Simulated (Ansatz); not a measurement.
# What a change does: single-point calculation on SiC

System: SiC (2 atoms in the cell).
Method of run A: DFT, PBE, plane waves, PAW, no spin polarisation (Ansatz 0.2.0).

Text and figures count atoms from 1; the logs count them from 0 in places.

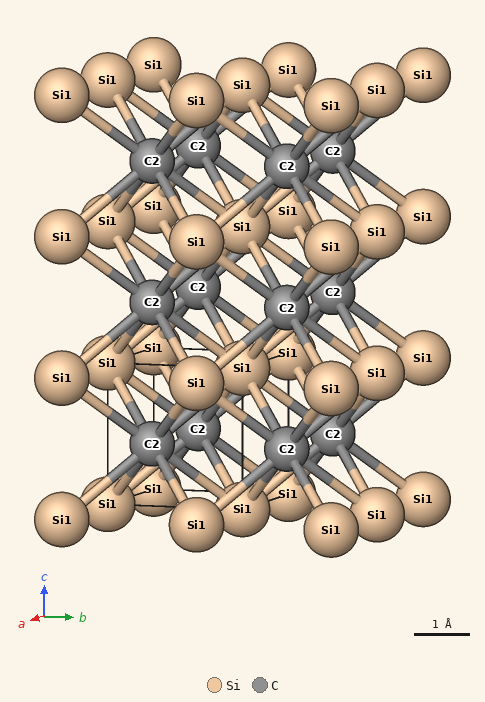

Figure 1. The structure (ball-and-stick view of the cell of the calculation, repeated 2 × 2 × 3, seen slightly off an axis; atoms are numbered from 1 in the order of the input). Near neighbours in the crystal (not all of them lie inside the picture): Si has 8 C at 2.25 Å; C has 8 Si at 2.25 Å.

### The input, run A
```yaml
crystal:
  lattice:
    - [2.5954, 0.0, 0.0]
    - [0.0, 2.5954, 0.0]
    - [0.0, 0.0, 2.5954]
  atoms:
    - { symbol: Si, position: [0.0, 0.0, 0.0] }
    - { symbol: C, position: [0.5, 0.5, 0.5] }
kpoints:
  mp_grid: { grid: [16, 16, 16] }
hamiltonian:
  xc: pbe
scf:
  occupations: { method: fermi_dirac, width: 0.15 }
output:
  forces: true
  eigenvalues: true
  stress: true
```

Command:
```bash
ansatz run input.yaml --threads 1 --pin off --max-ram 1228MiB --backend cpu --events-out ev --progress --plain --runs-dir out
```

Hardware: 1 thread of Intel Xeon (Granite Rapids), 64 GiB of memory available, shared host.

### Output, shortened to warnings, some set-up lines, iterations and results (run A)
```
Basis set: ecut = 420 eV, 341 PW (Γ), exchange–correlation on 36×36×36 points (8 copies of the dense FFT grid, shifted against one another)
Symmetry: 48 space group operations
k-points: 165 of 4096
Initial density: superposition of atomic densities (neutral atoms: chi_scale 0, normalization atom), corrected by the library's trained network
[...]
SCF iter   1: F=—  HF=-883.027007 eV  |F-HF|=—  |Δ(HF+E_count)|=         —  Δρ=1.58e-2  dr2=5.65e-2  ethr=1.77e-3  ⟨swp⟩=5.2  Hψ=21691  notcnv=0  defer=10
SCF iter   2: F=—  HF=-883.014680 eV  |F-HF|=—  |Δ(HF+E_count)|=   1.23e-2  Δρ=7.42e-3  dr2=1.22e-2  ethr=7.06e-4  ⟨swp⟩=1.0  Hψ=3300  notcnv=0  defer=15
SCF iter   3: F=—  HF=-883.011599 eV  |F-HF|=—  |Δ(HF+E_count)|=   3.08e-3  Δρ=4.71e-4  dr2=9.66e-6  ethr=1.52e-4  ⟨swp⟩=1.3  Hψ=1815  notcnv=0  defer=15
SCF iter   4: F=—  HF=-883.011637 eV  |F-HF|=—  |Δ(HF+E_count)|=   3.82e-5  Δρ=6.15e-5  dr2=6.43e-7  ethr=1.21e-7  ⟨swp⟩=2.2  Hψ=2403  notcnv=0  defer=15
SCF iter   5: F=-883.011637 eV  HF=-883.011637 eV  |F-HF|=2.38e-10  |Δ(HF+E_count)|=   1.44e-7  Δρ=7.04e-6  dr2=3.90e-9  ethr=8.04e-9  ⟨swp⟩=1.5  Hψ=1910  notcnv=0  defer=15
SCF iter   6: F=-883.011637 eV  HF=-883.011637 eV  |F-HF|=3.07e-12  |Δ(HF+E_count)|=  7.02e-10  Δρ=3.12e-7  dr2=6.33e-12  ethr=4.88e-11  ⟨swp⟩=5.0  Hψ=7802  notcnv=0
SCF 1 converged in 6 iterations: F = -883.011637 eV  dr2 = 6.33e-12
SCF converged after 6 iterations
Free energy (F): -883.011637 eV
Harris-Foulkes:  -883.011637 eV  (|F-HF|=3.07e-12)
Internal energy: -882.950783 eV  (E = F + TS)
E sigma→0 (E₀):  -882.981210 eV
Entropy (-TS):   -0.060855 eV (-30.427 meV/atom)
Fermi energy:    13.602839 eV
--- Per-component energies (eV) ---
  E_band       = 53.563497
  E_kinetic    = 131.012470
  E_local      = -41.461873  (includes V_loc(G=0)·N_el)
  E_nonlocal   = 52.017568
  E_hartree    = 14.225587
  E_xc         = -105.256160
  E_vxc        = -109.114187  (∫ρ·V_xc dr)
  E_paw        = -610.432692  (= ΣΔE_a)
  E_vpaw       = -7.341665  (= ΣTr[D̂ρ^β])
  E_aug_tail   = 0.000010  (compensation charges beyond the density's cutoff)
  E_ewald      = -323.055692
  E_smearing   = -0.060855  (= −TS)
  E_closure    = 0.000000  (closes the sum)
  Σ components = -883.011637   (vs F -883.011637, Δ=0.00e0)
--- Forces (eV/Å), atoms counted from 1 ---
  atom   1  Si    -0.00000000     0.00000000     0.00000000
  atom   2  C      0.00000000    -0.00000000     0.00000000
  max |Σ_I F_I| component: 5.42e-31 eV/Å
--- Stress (GPa, compression-positive) ---
       10.168201       0.000000      -0.000000
        0.000000      10.168201       0.000000
        0.000000       0.000000      10.168201
  P = ⅓ Tr σ = 10.1682 GPa (101.682 kbar)
```

The input of run B differs as follows (lines with − go, lines with + come):
```diff
+basis:
+  ecutwfc: 420
-  xc: pbe
+  xc: pbesol
```

What does this change do to the results?

The total energies belong to different methods, so their difference says nothing on which is more stable or more accurate. The pressure goes from 10.17 to 5.70 GPa. The functional changes from PBE to PBEsol. The number of SCF iterations is the same.

### Output, shortened to warnings, some set-up lines, iterations and results (run B)
```
Basis set: ecut = 420 eV, 341 PW (Γ), exchange–correlation on 36×36×36 points (8 copies of the dense FFT grid, shifted against one another)
Symmetry: 48 space group operations
k-points: 165 of 4096
Initial density: superposition of atomic densities (neutral atoms: chi_scale 0, normalization atom), corrected by the library's trained network
[...]
SCF iter   1: F=—  HF=-864.766571 eV  |F-HF|=—  |Δ(HF+E_count)|=         —  Δρ=2.23e-2  dr2=1.10e-1  ethr=1.77e-3  ⟨swp⟩=5.3  Hψ=21735  notcnv=0  defer=8
SCF iter   2: F=—  HF=-864.742041 eV  |F-HF|=—  |Δ(HF+E_count)|=   2.45e-2  Δρ=1.03e-2  dr2=2.33e-2  ethr=1.37e-3  ⟨swp⟩=1.0  Hψ=3300  notcnv=0  defer=15
SCF iter   3: F=—  HF=-864.735800 eV  |F-HF|=—  |Δ(HF+E_count)|=   6.24e-3  Δρ=6.13e-4  dr2=1.60e-5  ethr=2.91e-4  ⟨swp⟩=1.3  Hψ=1813  notcnv=0  defer=15
SCF iter   4: F=—  HF=-864.735808 eV  |F-HF|=—  |Δ(HF+E_count)|=   7.63e-6  Δρ=8.71e-5  dr2=1.30e-6  ethr=2.00e-7  ⟨swp⟩=2.1  Hψ=2357  notcnv=0  defer=17
SCF iter   5: F=-864.735807 eV  HF=-864.735807 eV  |F-HF|=1.27e-9  |Δ(HF+E_count)|=   3.41e-7  Δρ=7.40e-6  dr2=4.05e-9  ethr=1.63e-8  ⟨swp⟩=1.5  Hψ=1906  notcnv=0  defer=17
SCF iter   6: F=-864.735807 eV  HF=-864.735807 eV  |F-HF|=5.68e-13  |Δ(HF+E_count)|=  4.89e-10  Δρ=4.05e-7  dr2=1.04e-11  ethr=5.07e-11  ⟨swp⟩=5.3  Hψ=7956  notcnv=0
SCF 1 converged in 6 iterations: F = -864.735807 eV  dr2 = 1.04e-11
SCF converged after 6 iterations
Free energy (F): -864.735807 eV
Harris-Foulkes:  -864.735807 eV  (|F-HF|=5.68e-13)
Internal energy: -864.675027 eV  (E = F + TS)
E sigma→0 (E₀):  -864.705417 eV
Entropy (-TS):   -0.060780 eV (-30.390 meV/atom)
Fermi energy:    13.541031 eV
--- Per-component energies (eV) ---
  E_band       = 53.071909
  E_kinetic    = 130.717618
  E_local      = -41.104385  (includes V_loc(G=0)·N_el)
  E_nonlocal   = 52.041797
  E_hartree    = 13.966011
  E_xc         = -104.638092
  E_vxc        = -109.147660  (∫ρ·V_xc dr)
  E_paw        = -592.654956  (= ΣΔE_a)
  E_vpaw       = -7.367501  (= ΣTr[D̂ρ^β])
  E_aug_tail   = 0.000011  (compensation charges beyond the density's cutoff)
  E_ewald      = -323.055692
  E_core_change = 0.052661  (= ΣΔE_core)
  E_smearing   = -0.060780  (= −TS)
  E_closure    = 0.000000  (closes the sum)
  Σ components = -864.735807   (vs F -864.735807, Δ=0.00e0)
--- Forces (eV/Å), atoms counted from 1 ---
  atom   1  Si    -0.00000000    -0.00000000     0.00000000
  atom   2  C      0.00000000     0.00000000     0.00000000
  max |Σ_I F_I| component: 1.76e-30 eV/Å
--- Stress (GPa, compression-positive) ---
        5.697737       0.000000       0.000000
        0.000000       5.697737       0.000000
        0.000000       0.000000       5.697737
  P = ⅓ Tr σ = 5.6977 GPa (56.977 kbar)
```

### The two runs side by side

```tsv
quantity	run A	run B
outcome	converged	converged
free energy per atom (eV)	−441.5058	−432.3679
energy per atom, smearing taken to zero (eV)	−441.4906	−432.3527
gap on the mesh (eV)	0.00	0.00
pressure (GPa)	10.17	5.70
largest force (eV/Å)	0.000	0.000
SCF iterations	6	6
irreducible k-points	165	165
plane waves at Γ	341	341
wall time (shared host)	1.2 s	1.2 s
```

For run A: The cell is under a pressure of 10.2 GPa at this level, so it is not at its equilibrium volume. For run B: The cell is under a pressure of 5.7 GPa at this level, so it is not at its equilibrium volume.
